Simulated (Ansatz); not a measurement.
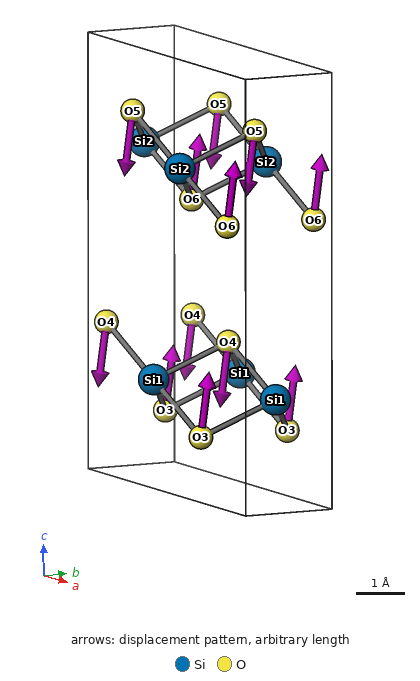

Phonons of crystalline SiO₂ (a generated structure), at the zone centre. The optical levels lie at 34 (×2), 82, 537 (×2), 538 (×2), 556 (×4), 686, 693, 836, 943 cm⁻¹. One mode is drawn. Displacements are drawn as purple arrows; their common scale and sign are arbitrary. The picture is a ball-and-stick view of the conventional cell (2 times the calculation's cell), seen from a free direction. Lengths and directions refer to the drawn axes.

Theory: Ansatz 0.2.0, DFT PBE+D3(BJ), scalar-relativistic, plane waves, PAW. Set-up: plane-wave cutoff 420 eV; k-point mesh 10 × 10 × 4; occupations fixed; no spin polarisation.

Frequencies are those without the non-analytic (LO–TO) term.

### To which level does it belong?

The level at 693 cm⁻¹. This is the A_g mode, optical level 7 of 9, counted from below, Raman-active by symmetry. The Si atoms stay at rest; all motion is along [1 0 3]; atoms of one kind move against one another, with no net shift of their sublattice.
